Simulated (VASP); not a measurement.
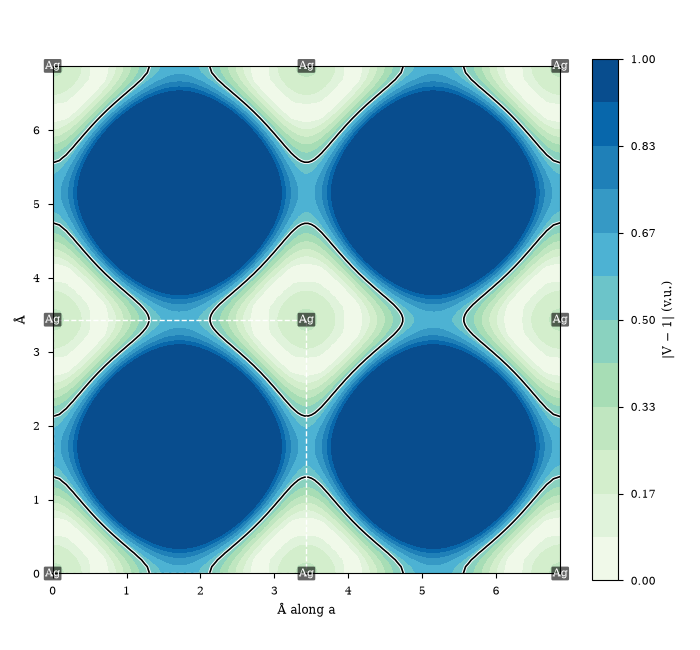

Bond-valence mismatch |V − 1| for Ag+ in AgCl in space group Pm-3m on the section z = 0.000 (parallel to a and b; the dashed line is one cell); the black line is the 0.5 v.u. contour, and values above the scale's top are cut off.

At each point the valence sum V of an Ag+ ion is computed from the anions within 5 Å (s = exp((R0 − d)/b), R0 fitted to published crystal structures with b = 0.37 Å; R0: Ag+–Cl 2.090 Å). The other Ag+ ions are ignored. This is an empirical screen for pathways, not an energy calculation.

The cell is taken from a cell listed in the Materials Project, as set up for an electronic-structure calculation.

```yaml
crystal:
  lattice:
    - [3.43397, 0.00000, 0.00000]
    - [0.00000, 3.43397, 0.00000]
    - [0.00000, 0.00000, 3.43397]
  atoms:
    - { symbol: Ag, position: [0.00000, 0.00000, 0.00000] }
    - { symbol: Cl, position: [0.50000, 0.50000, 0.50000] }
```

### In the whole crystal, how are the regions below 0.5 v.u. connected (counting the regions that come within 0.6 Å of a Ag site)?

No path at this level: the regions are isolated pockets that do not connect across cells.

### At which mismatch do paths open?

From a mismatch of about 0.65 v.u. the regions form a three-dimensional network. These are grid estimates, good to about 0.1 v.u.

### What is the valence sum at the Ag sites themselves?

0.73 v.u., against the formal 1.
